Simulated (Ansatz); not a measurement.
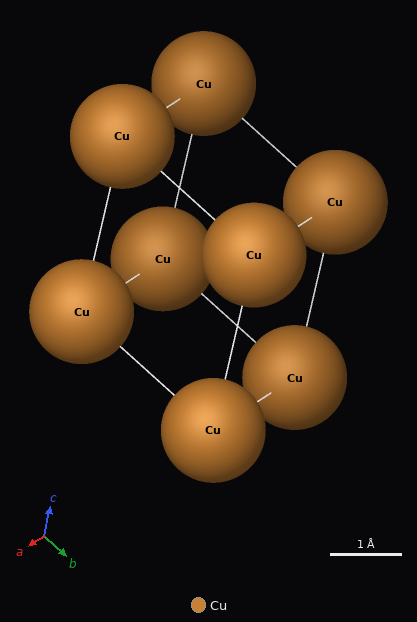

Figure 1. The input geometry (spheres-only view of the reduced cell, seen slightly off an axis).

Field-gradient calculation of Cu

Cu (1 atom in the cell), computed with DFT, PBEsol, PAW with Ansatz's default frozen-core files, scalar-relativistic, no spin polarisation (Ansatz 0.2.0).

The structure derives from an entry of the Crystallography Open Database. It belongs to a series of runs on one base structure; here: zz strain of +2 %, PAW files.

What the program printed:
```
Engine: ansatz 0.2.0, aarch64-unknown-linux-gnu
Pseudopotentials: kind: paw
Pseudopotential: Cu, paw, valence charge 19, recommended cutoff 420 eV (normal), Cu.paw.azcp
Functional definition: PBEsol
  exchange = pbesol_x
  correlation = pbesol_c
Crystal: 1 atoms, lattice volume = 12.047 Å³
Basis set: ecut = 420 eV, 259 PW (Γ), exchange–correlation on 36×36×36 points (8 copies of the dense FFT grid, shifted against one another)
Bands: 14, of which v1, the nominal top of the filled ones, is band 10 counted from 1 (9 counted from 0)
Symmetry: 16 space group operations
Space group: I4/mmm (ITA 139), of the structure as read, at distance tolerance 2.3e-5 Å
k-points: 405 of 4913
Non-local potential: Cu, projectors of the file, l = 0: 3, l = 1: 2, l = 2: 3, l = 3: 1
PAW form: soft (Blöchl's): semilocal exchange-correlation on the pseudo side does not see the compensation charge
PAW frozen core: Cu, regenerated for the run's functional, and the local potential with it (the file was generated under x = pbe(κ = 0.804, μ = 0.2195149727645171), c = pbe(β = 0.06672455060314922))
PAW one-centre angular grid: Cu, 590 points (default); XC on 64 Gauss nodes
Initial density: superposition of atomic densities (neutral atoms: chi_scale 0, normalization atom), corrected by the library's trained network
Initial wavefunctions: pseudopotential atomic-orbital guess
Functional: x = pbesol(κ = 0.804, μ = 0.12345679012345678), c = pbesol(β = 0.046)
SCF iter   1: F=—  HF=-6588.756565 eV  |F-HF|=—  |Δ(HF+E_count)|=         —  Δρ=2.19e-2  dr2=3.06e-2  ethr=1.77e-3  ⟨swp⟩=5.3  Hψ=28883  notcnv=0
preconditioner: auto → none  [insulator: Δε(μ)=0.105 eV  Ē_g=16.671 eV  σ=0.030 eV  W_gap=0.60  n_scr=0 (ndim 8)  ℏωp=35.5 eV  f_vac=0.000  D(μ)=0.23/eV (n_scr^D=0)  ε∞_Penn≈5.5]
SCF iter   2: F=—  HF=-6588.749566 eV  |F-HF|=—  |Δ(HF+E_count)|=   7.00e-3  Δρ=8.70e-4  dr2=2.62e-5  ethr=1.61e-4  ⟨swp⟩=2.8  Hψ=12133  notcnv=0  defer=146
SCF iter   3: F=—  HF=-6588.749568 eV  |F-HF|=—  |Δ(HF+E_count)|=   1.77e-6  Δρ=9.74e-4  dr2=5.27e-5  ethr=1.38e-7  ⟨swp⟩=2.0  Hψ=9456  notcnv=0  defer=146
SCF iter   4: F=—  HF=-6588.749592 eV  |F-HF|=—  |Δ(HF+E_count)|=   2.42e-5  Δρ=1.19e-4  dr2=7.05e-7  ethr=1.38e-7  ⟨swp⟩=1.0  Hψ=5535  notcnv=0  defer=146
iter 5 did not close the SCF: its close was put off for the readings that it lacked (scf_convergence_deferred on its scf_iter line)
SCF iter   5: F=-6588.749592 eV  HF=-6588.749592 eV  |F-HF|=1.49e-9  |Δ(HF+E_count)|=   4.63e-8  Δρ=6.93e-6  dr2=2.21e-9  ethr=3.71e-9  ⟨swp⟩=1.0  Hψ=5556  notcnv=0  defer=146
SCF iter   6: F=-6588.749592 eV  HF=-6588.749592 eV  |F-HF|=9.09e-13  |Δ(HF+E_count)|=   2.41e-9  Δρ=1.73e-7  dr2=7.71e-13  ethr=1.16e-11  ⟨swp⟩=5.7  Hψ=30282  notcnv=0
SCF 1 converged in 6 iterations: F = -6588.749592 eV  dr2 = 7.71e-13
  greatest PAW one-centre occupation: 1.000 electrons in one spin orbital (limit 2), on the Cu atom at site 0 (counted from 0), in its partial waves of l = 0
SCF converged after 6 iterations
Free energy (F): -6588.749592 eV
Harris-Foulkes:  -6588.749592 eV  (|F-HF|=9.09e-13)
Internal energy: -6588.748665 eV  (E = F + TS)
E sigma→0 (E₀):  -6588.749128 eV
Entropy (-TS):   -0.000928 eV (-0.928 meV/atom)
Fermi energy:    16.213399 eV
--- Per-component energies (eV) ---
  E_band       = -368.397955
  E_kinetic    = 299.757358
  E_local      = -4085.700231  (includes V_loc(G=0)·N_el)
  E_nonlocal   = 391.677557
  E_hartree    = 1795.363783
  E_xc         = -88.796830
  E_vxc        = -115.083287  (∫ρ·V_xc dr)
  E_paw        = -1626.513092  (= ΣΔE_a)
  E_vpaw       = -449.777239  (= ΣTr[D̂ρ^β])
  E_aug_tail   = 0.000268  (compensation charges beyond the density's cutoff)
  E_ewald      = -3274.743680
  E_core_change = 0.206202  (= ΣΔE_core)
  E_smearing   = -0.000928  (= −TS)
  E_closure    = -0.000000  (closes the sum)
  Σ components = -6588.749592   (vs F -6588.749592, Δ=0.00e0)
--- Forces (eV/Å), atoms counted from 1 ---
  atom   1  Cu    -0.00000000     0.00000000     0.00000000
  max |Σ_I F_I| component: 9.86e-32 eV/Å
--- Stress (GPa, compression-positive) ---
       -8.774615       0.000000       0.000000
        0.000000      -8.774615      -0.000000
        0.000000       0.000000     -10.094553
  P = ⅓ Tr σ = -9.2146 GPa (-92.146 kbar)
--- PAW observables at the nuclei: V_zz in 10²¹ V/m², potentials from the cell's mean, atoms counted from 1 ---
  atom   1  Cu V_zz =    +0.095606   η = 0.0000   by run symmetry: allowed
            electrostatic potential = -3760.998147 V   contact ρ = 147255.515352 e/Å³
--- Band table (eV; the first three rows and the last of 405) ---
  k-point 0: bands = ["-96.0567", "-53.5252", "-53.5228", "-53.5228", "6.8664", "13.1450", "13.2404", "13.2404", "13.9753", "14.0731", "38.5944", "40.8976", "40.9453", "40.9453"]
  k-point 1: bands = ["-96.0563", "-53.5275", "-53.5245", "-53.5233", "6.9910", "13.1472", "13.2355", "13.2639", "13.9674", "14.0625", "37.7736", "39.6016", "40.5006", "40.5589"]
  k-point 2: bands = ["-96.0550", "-53.5368", "-53.5265", "-53.5246", "7.3599", "13.1024", "13.2687", "13.3244", "13.9548", "14.0400", "35.0513", "39.1550", "39.7723", "39.8772"]
  k-point 404: bands = ["-96.0407", "-53.6184", "-53.5605", "-53.5584", "11.4039", "11.8659", "14.5442", "14.5639", "14.7055", "17.5518", "22.7955", "28.3344", "29.4171", "34.2615"]
```

File rho_z.tsv:
```
# z_ang	rho[e/angstrom^3]
# format = ansatz-planar-average/11
# lattice	0.000000000	1.807500000	1.843650000
# lattice	1.807500000	0.000000000	1.843650000
# lattice	1.807500000	1.807500000	0.000000000
# sites	1
# site	29	0.000000000	0.000000000	0.000000000
0.000000	4.642729e0
0.142011	4.154884e0
0.284021	3.028658e0
0.426032	1.890832e0
0.568042	1.093019e0
0.710053	6.388036e-1
0.852064	4.058012e-1
0.994074	2.943346e-1
1.136085	2.485863e-1
1.278096	2.371475e-1
1.420106	2.485863e-1
1.562117	2.943346e-1
1.704127	4.058012e-1
1.846138	6.388036e-1
1.988149	1.093019e0
2.130159	1.890832e0
2.272170	3.028658e0
2.414180	4.154884e0
```

File v_z.tsv:
```
# z_ang	v_es[eV]	v_tot[eV]
# format = ansatz-planar-average/11
# xc	pbesol
# density_cutoff_ev	1680
# datasets	Cu=:simpson_from_first_knot:soft:shift=-1116002
# lattice	0.000000000	1.807500000	1.843650000
# lattice	1.807500000	0.000000000	1.843650000
# lattice	1.807500000	1.807500000	0.000000000
# sites	1
# site	29	0.000000000	0.000000000	0.000000000
0.000000	-9.500701e-1	-1.531066e1
0.142011	-5.070291e-1	-1.471587e1
0.284021	8.217678e-1	-1.296069e1
0.426032	3.017441e0	-1.014382e1
0.568042	5.952521e0	-6.491938e0
0.710053	9.277442e0	-2.440541e0
0.852064	1.242232e1	1.364585e0
0.994074	1.482163e1	4.282775e0
1.136085	1.617275e1	5.955725e0
1.278096	1.656217e1	6.452101e0
1.420106	1.617275e1	5.955725e0
1.562117	1.482163e1	4.282775e0
1.704127	1.242232e1	1.364585e0
1.846138	9.277442e0	-2.440541e0
1.988149	5.952521e0	-6.491938e0
2.130159	3.017441e0	-1.014382e1
2.272170	8.217678e-1	-1.296069e1
2.414180	-5.070291e-1	-1.471587e1
```

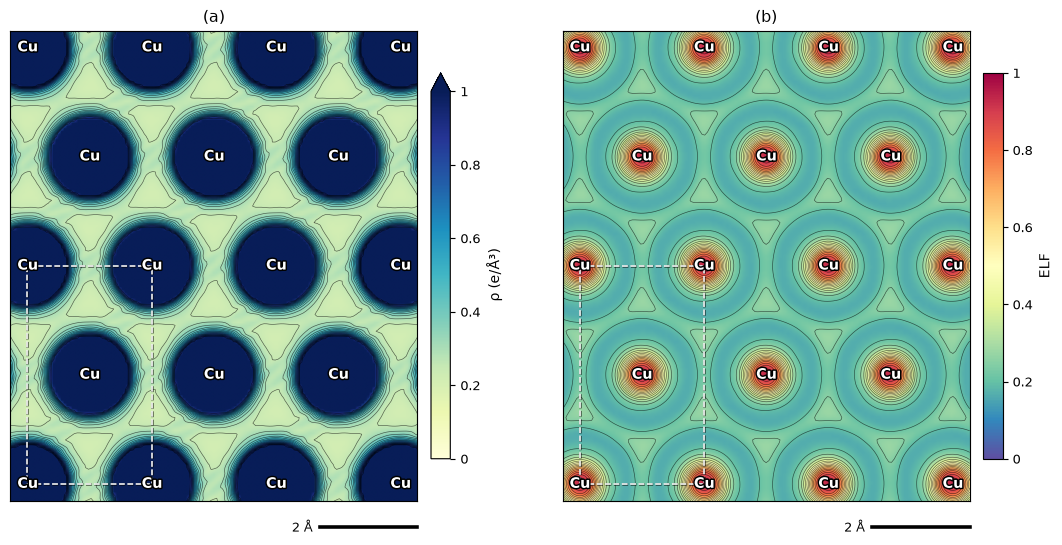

Figure 2. (a) valence pseudo-density; (b) ELF on the (101̄) plane of the conventional cell. Atoms in the plane: Cu. Cu–Cu (2.56 Å): ρ at the midpoint is about 0.26 e/Å³; the ELF is about 0.20 at the midpoint; no shared electron pair. Away from the nuclei the density in this plane falls to 0.21 e/Å³ at its lowest. The strong features right at Cu lie inside the PAW spheres (semicore, d or f shells) and say nothing about bonding. The fields are those of the smooth PAW valence density.

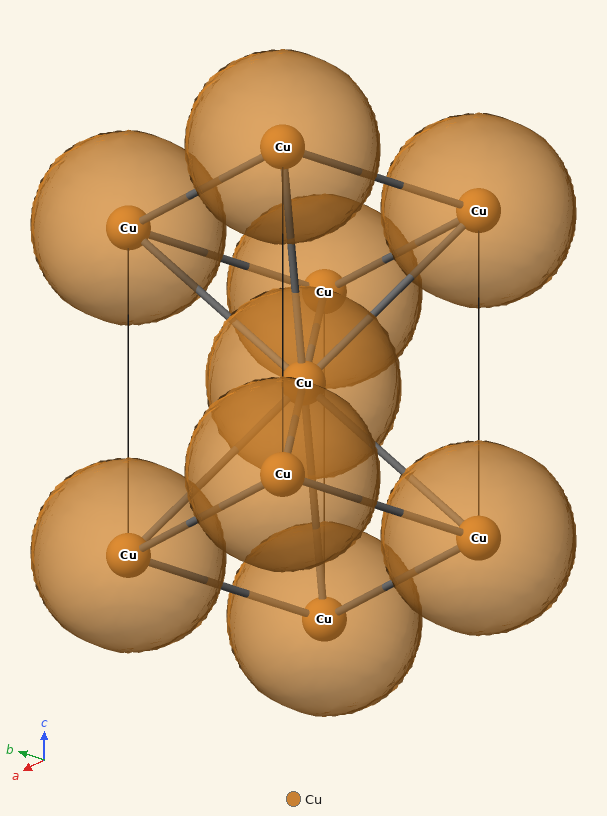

Figure 3. Isosurface of the valence electron density at 0.4 e/Å³ (orange), seen at an oblique angle. Sticks mark near contacts. The outline is the cell set on symmetry axes. At this value the density breaks into separate islands; it holds about 90 % of the electrons treated as valence (semicore included). It is pinched off along the Cu–Cu (2.56 Å) contacts. On the grid the lowest density along these lines, outside the cores, is 0.27 e/Å³ (Cu–Cu, 2.56 Å).

The run was set up as follows.

Input file:
```yaml
crystal:
  lattice:
    - [0.0, 1.8075, 1.84365]
    - [1.8075, 0.0, 1.84365]
    - [1.8075, 1.8075, 0.0]
  atoms:
    - { symbol: Cu, position: [0.0, 0.0, 0.0] }
kpoints:
  mp_grid: { grid: [17, 17, 17] }
scf:
  occupations: { method: fermi_dirac, width: 0.03 }
hamiltonian:
  xc: pbesol
  pseudopotentials: { kind: paw }
output:
  forces: true
  stress: true
  eigenvalues: true
  efg: { contact_densities: true }
  write_density: true
  write_potential: true
  elf: true
  volumetric_format: npy
```

Run as:
```bash
ansatz run input.yaml --threads 1 --pin off --max-ram 3072MiB --backend cpu --events-out ev --progress --plain --runs-dir out
```

Summary:

- outcome: converged
- space group (tolerance 0.01 Å): I4/mmm (139)
- electrons treated: 19
- free energy: −6588.7496 eV
- Fermi energy: 16.213 eV
- pressure: −9.21 GPa
- field gradient V_zz (10²¹ V/m²): Cu 0.0956
- largest force (length of the vector): under 0.001 eV/Å
- hardware: 1 thread of Arm Neoverse V2, 24 GiB of memory available, shared host
- wall time: 5.3 s
- peak memory: 0.38 GiB

Notes:

The cell is under a tension of 9.2 GPa at this level, so it is not at its equilibrium volume.
